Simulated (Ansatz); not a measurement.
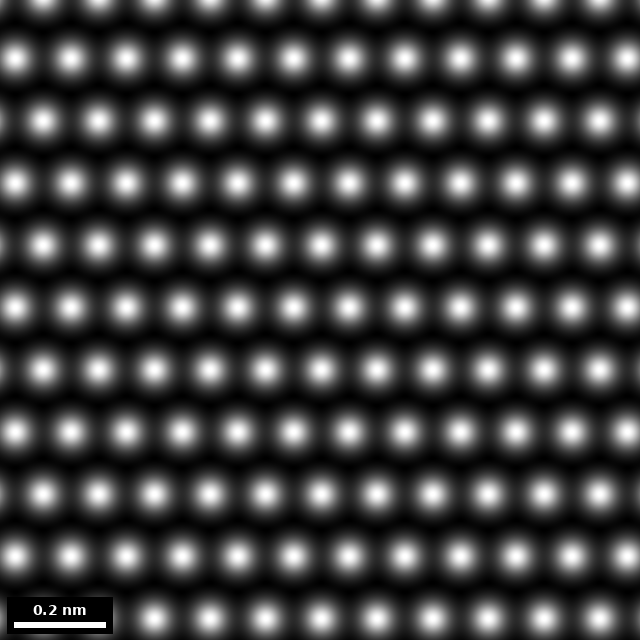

Map of the projected electrostatic potential of a crystal. Computed as the sum of neutral-atom potentials (tabulated electron scattering factors, B = 0.8 Å²) projected along the beam and smoothed by 0.25 Å; brighter is more positive. The display is stretched by a gamma of 0.7; percentages refer to the linear signal.

What two-dimensional lattice does the image show, and how large is its cell?

The pattern repeats on a centred rectangular net of 1.2 × 2.7 Å.

What is the plane group of the image?

c2mm: perpendicular mirror lines on a centred net, with further twofold points between them.

How many columns does the smallest repeating cell hold, and how many levels of brightness?

1 column in the primitive cell of 1.7 Å², all of one brightness.

The crystal is Cu (Fd-3m, No. 227) seen along [210]. Model: the geometry relaxed with DFT, RPBE, plane waves (420 eV) with PAW, scalar-relativistic in Ansatz; the starting structure was generated, so it need not be a known form of this composition.
